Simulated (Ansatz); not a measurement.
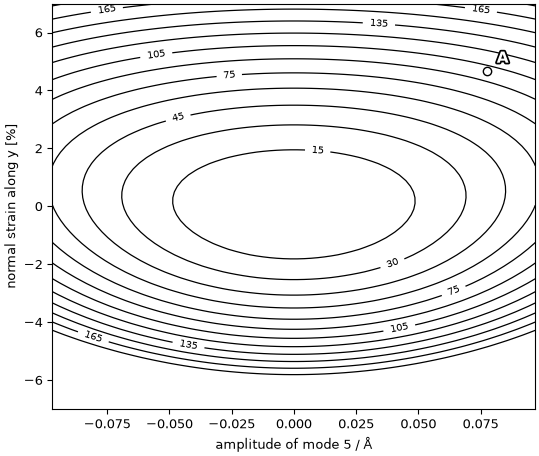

HfN (Fm-3m, No. 225; 2 atoms in the cell). The energy is mapped over a normal mode and a strain (zone-centre modes of the 2-atom cell of this scan) (x, y and z along the cube axes). First axis: amplitude of mode 5 (479 cm⁻¹), largest displacement in the unstrained cell. Second axis: normal strain along y. Nothing is relaxed (the pattern is fixed in fractional coordinates). The scan uses an 11 × 7 grid; 42 points were computed and 35 follow by symmetry. Points are written as (first, second). All energies are given in meV per cell relative to the lowest grid point. Method: DFT PBE, scalar-relativistic, plane waves, PAW (Ansatz). Settings: cutoff 520 eV, k-mesh 16×16×16, gaussian smearing 0.15 eV, no spin polarisation.

Drawn: contour lines labelled in meV (none above 180), the point A. Between grid points the surface is interpolated.

Which way does the force act at A, and how strong is it?

A, at (0.078 Å, 4.67 %), is not a stationary point. The computed force is 580 meV for each Å towards smaller values of the first coordinate and 27 meV for each 1 % towards smaller values of normal strain along y.

PAW datasets: the set soft_1.
